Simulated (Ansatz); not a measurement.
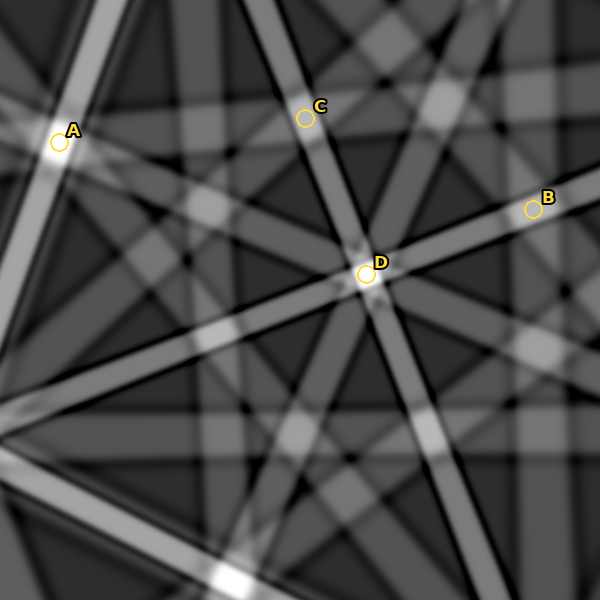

Simulated Kikuchi (electron backscatter) pattern at 20 kV: kinematic bands of width 2θ(Bragg) in gnomonic projection, seen from the camera side; the frame spans ±31° from its centre. Crystal: Rh, space group Fm-3m (No. 225), a = 3.80 Å. Structure: the input geometry of an electronic-structure calculation (not necessarily at equilibrium).

```cif
data_structure
_symmetry_space_group_name_H-M 'Fm-3m'
_symmetry_Int_Tables_number 225
_cell_length_a 3.8000
_cell_length_b 3.8000
_cell_length_c 3.8000
_cell_angle_alpha 90.000
_cell_angle_beta 90.000
_cell_angle_gamma 90.000
_cell_volume 54.87
loop_
_atom_site_label
_atom_site_type_symbol
_atom_site_symmetry_multiplicity
_atom_site_Wyckoff_symbol
_atom_site_fract_x
_atom_site_fract_y
_atom_site_fract_z
_atom_site_occupancy
Rh1 Rh 4 a 0.00000 0.00000 0.00000 1
```

Pole A is [-112] and pole B is [103].

**Index the poles C and D.**

C is [013], 25.4° from A and 25.8° from B. D is [001], 35.3° from A and 18.4° from B.

**Which band joins A and D, and how wide is it?**

It comes from the planes common to both zones. The strongest order is 2 2 0 with d = 1.344 Å, so the band is 2θ = 3.7° wide (λ = 0.0859 Å).
